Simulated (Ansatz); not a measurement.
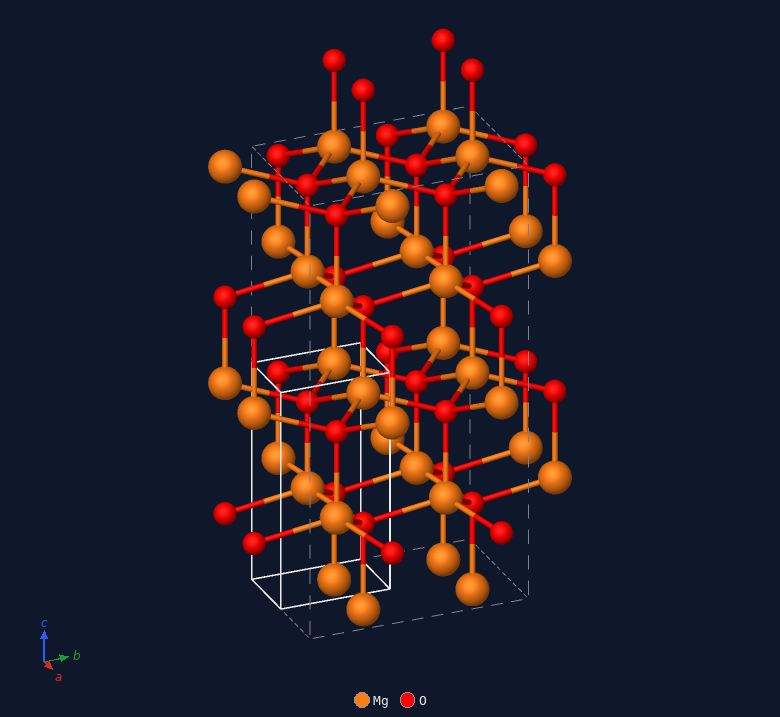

The compound is MgO (space group P6_3mc, No. 186), taken as the geometry relaxed with DFT, PBEsol, plane waves, PAW (Ansatz); the starting structure was generated, so it need not be a known form of this composition.

Bonds are taken as Mg–O below 2.2 Å; no other contact counts. The graph is simplified in the usual way: terminal and isolated atoms are pruned, two-connected atoms become edges.

Q: What kind of net remains, and which atoms are its nodes?

A: A uninodal 4-connected, three-periodic net: Mg and O are 4-connected nodes.

Q: Name the underlying net.

A: It is the lon net, known from lonsdaleite, wurtzite and tridymite.

Q: Is the net interpenetrated?

A: It is a single net, without interpenetration.

Q: Give the first four terms of the coordination sequence (nodes one, two, three … edges away).

A: Mg and O: 4, 12, 25, 44.

The simplified net, drawn on the atoms' positions. Nodes are coloured by element. Short stubs are edges that leave the cut-out.

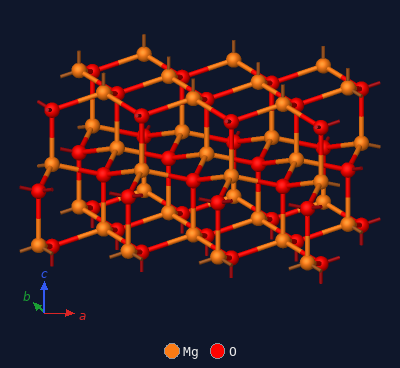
